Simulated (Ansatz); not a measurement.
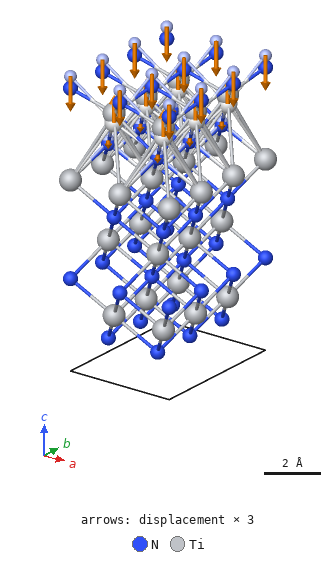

This is a constrained relaxation of a slab of composition Ti$_{4}$N$_{5}$ (cut from the Fm-3m phase). The starting structure is drawn faded, the final one solid; orange arrows show the displacements, 3 times their true length.

Style: ball-and-stick. Shown: the 2 × 3 repeat of the cell, outlined in the plane, without the vacuum, slightly off an axis.

Case: N put at a hollow Ti-Ti-Ti site. The slab is the (1 1 1) face of TiN with N on it. 4 atoms are held fixed.

Computed with DFT PBEsol, scalar-relativistic, plane waves, PAW in Ansatz. Settings: plane-wave cutoff 420 eV; k-point mesh 12 × 12 × 1; occupations gaussian; smearing width 0.1 eV; no spin polarisation; dipole correction; atoms relaxed in a fixed cell; force threshold 0.03 eV/Å; at most 70 steps.

### What happened in the run?

The energy falls by 3.045 eV per cell of the calculation in 6 geometry steps. Largest force component: 5.5 eV/Å at the start, 0.021 eV/Å at the end. An N atom moves most: 0.44 Å along the normal (−c). By element the largest moves are N 0.44 Å, Ti 0.34 Å. The cell doesn't change. Among the contacts that change: N–Ti 2.319 → 1.885 Å, Ti–Ti 2.870 → 3.142 Å, N–Ti 2.017 → 2.282 Å, N–Ti 2.118 → 2.053 Å. Bond angles that change, for instance: Ti–N–Ti 79.7° → 104.1°, Ti–N–Ti 95.0° → 81.3°, Ti–N–Ti 87.9° → 92.7°. Cost: 44 s on 2 threads of Intel(R) Xeon(R) 6975P-C (Granite Rapids) (shared host), peak memory 0.55 GiB.

Limits of the set-up: the cell has an odd number of electrons but was run without spin polarisation; the periodic images lie only 3.0 Å apart, so the values are limited by the cell's size.
